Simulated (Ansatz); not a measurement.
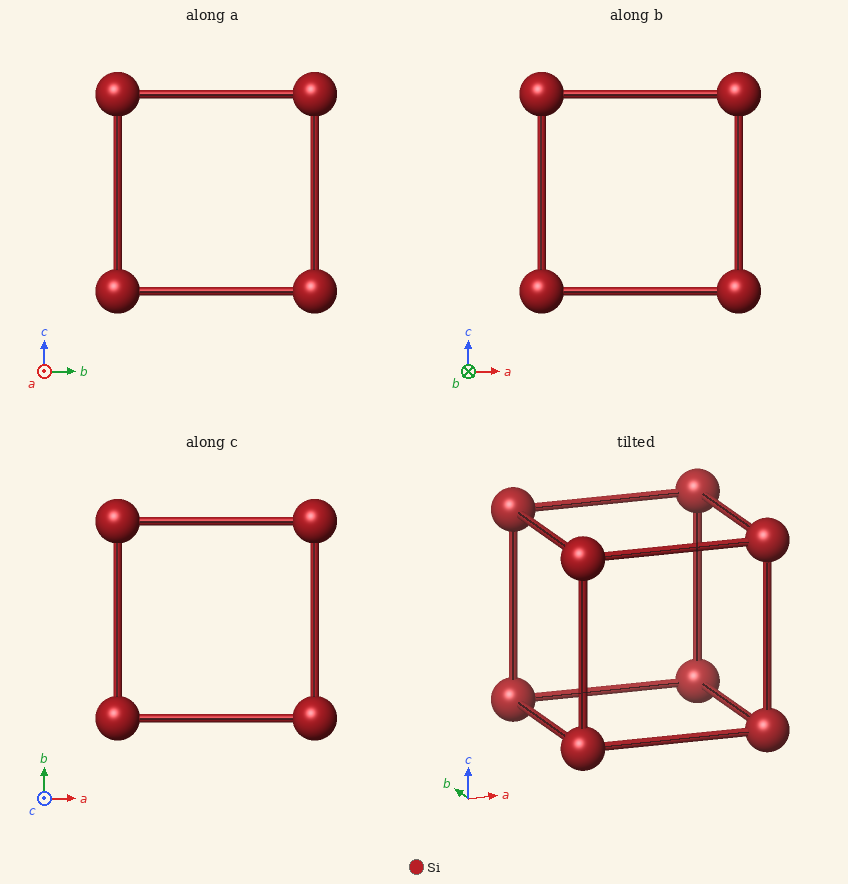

The structure above is drawn in ball-and-stick style and viewed along the a axis, along the b axis, along the c axis and slightly off an axis. The parallelepiped is the conventional unit cell.

Lattice parameters: a = 2.532 Å, b = 2.532 Å, c = 2.532 Å, α = 90.00°, β = 90.00°, γ = 90.00°.

> Set out the cell and atoms as a table of Wyckoff sites.

Space group Pm-3m (No. 221).
| atom | site | x | y | z |
| --- | --- | --- | --- | --- |
| Si | 1a | 0.0000 | 0.0000 | 0.0000 |

The structure was taken from a structure type filled with this element by a generator (whether the element takes this form wasn't checked). It is drawn as it came out of a relaxation with Ansatz 0.2.0, DFT, PBE, PAW with Ansatz's earlier generated frozen-core files (soft_1), scalar-relativistic.
